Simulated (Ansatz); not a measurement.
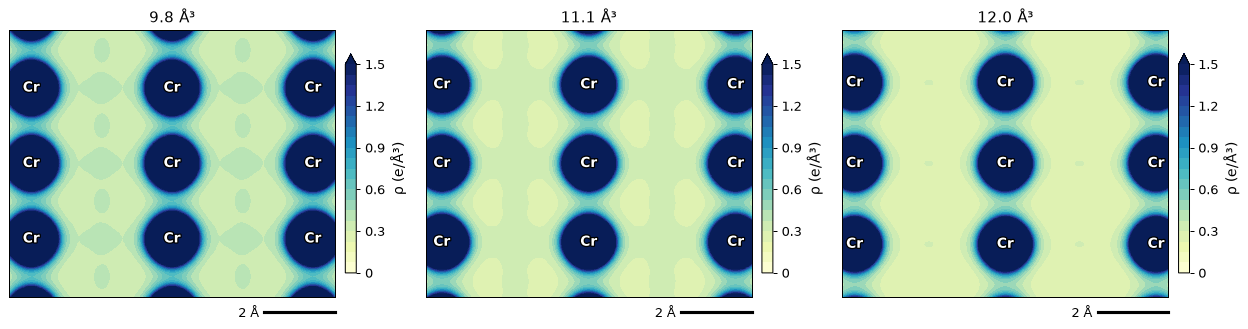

Cr. The valence charge density (pseudo) of cells scaled evenly to different volumes (given per atom above each panel), on the (100) plane of each (indices in the axes of the cell below), at one length scale and on one colour scale.

A generated structure, not necessarily the stable one; the program warned that a starting moment wasn't kept; spin-polarised, but the moments vanished.

Theory: Ansatz 0.2.0, DFT, LDA (PW92), plane waves (420 eV) with PAW, scalar-relativistic.

The density is the valence pseudo-density of a PAW calculation; it isn't the true density close to the nuclei.

The largest cell:

```xyz
3
Lattice="4.2613 0.0000 0.0000 -2.1307 3.6904 0.0000 0.0000 0.0000 2.2837" Properties=species:S:1:pos:R:3 pbc="T T T"
Cr    0.0000    0.0000    0.0000
Cr    0.0000    2.4603    1.1418
Cr    2.1307    1.2301    1.1418
```

| volume (Å³/atom) | Cr–Cr contact in the plane (Å) | ρ at its midpoint (e/Å³) | 
| --- | --- | --- |
| 9.75 | 2.133 | 0.674 | 
| 11.08 | 2.226 | 0.573 | 
| 11.53 | 2.255 | ? | 
| 11.97 | 2.284 | 0.519 | 

Question: What values belong in the row with question marks?

Answer: Over the known rows ln ρ falls by 1.73 per Å of Cr–Cr distance (a least-squares line), which gives 0.545 e/Å³ at 2.255 Å; the calculation gives 0.545 e/Å³.
